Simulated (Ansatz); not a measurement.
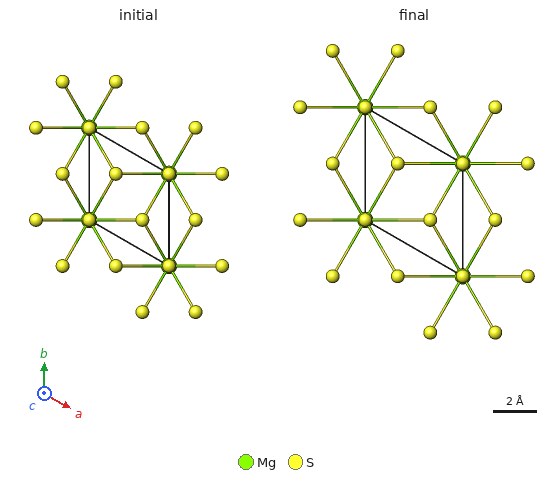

The structure of a crystal of MgS5 (a generated structure, set up in P6/mmm) before (left) and after (right) a relaxation, at one scale.

Style: ball-and-stick. Shown: the cell of the calculation, along the c axis.

These are results of Ansatz, DFT PBE, scalar-relativistic, plane waves, PAW, not measurements.

Input file:
```yaml
crystal:
  lattice:
    - [4.364640089, 0.0, 0.0]
    - [-2.1823200445, 3.7798891954, 0.0]
    - [0.0, 0.0, 6.3705850149]
  atoms:
    - { symbol: Mg, position: [0.0, 0.0, 0.5] }
    - { symbol: S, position: [0.6666666667, 0.3333333333, 0.7412746565] }
    - { symbol: S, position: [0.0, 0.0, 0.0] }
    - { symbol: S, position: [0.6666666667, 0.3333333333, 0.2587253435] }
    - { symbol: S, position: [0.3333333333, 0.6666666667, 0.2587253435] }
    - { symbol: S, position: [0.3333333333, 0.6666666667, 0.7412746565] }
basis:
  ecutwfc: 420
kpoints:
  mp_grid: { grid: [12, 12, 6] }
hamiltonian:
  xc: pbe
scf:
  occupations: { method: gaussian, width: 0.1 }
output:
  forces: true
  stress: true
  eigenvalues: true
  write_density: true
  write_potential: true
  elf: true
  volumetric_format: npy
relax:
  adjacent_minimum: "off"
  f_tol: 0.01
  max_steps: 80
  cell: { stress_tol: 0.05 }
```

Command:
```bash
ansatz run input.yaml --threads 1 --pin off --max-ram 2560MiB --backend cpu --events-out ev --progress --plain --runs-dir out
```

What changed between the two?

Over 15 accepted moves (17 points after the start) the energy falls by 518 meV per atom. The largest force component goes from 0.0011 to 0.0018 eV/Å. The pressure goes from −0.13 to −0.01 GPa. The SCF was repeated twice at an unchanged geometry on a basis and grid sized afresh for the cell, which shifted the energy by 7.7 meV per atom at most. The largest moves relative to the cell, 0.22 Å, are those of S2, S4, S5 and S6. S4 goes along +c. Mg stays in place. Cell: a = b 4.365 → 5.339 Å (+22.3 %), c 6.371 → 4.930 Å (−22.6 %). Volume +15.8 %. Among the contacts that change: S2–S4 3.074 → 1.941 Å, Mg1–S3 3.185 → 2.465 Å, S2–S6 2.520 → 3.082 Å, Mg1–S2 2.952 → 3.232 Å. New bonds form, among them: S2–S4 (3.07 → 1.94 Å), S5–S6 (3.07 → 1.94 Å). The space group stays P6/mmm (No. 191).

Limits of the set-up: layers or molecules are held without a dispersion correction, so their spacing is unreliable.
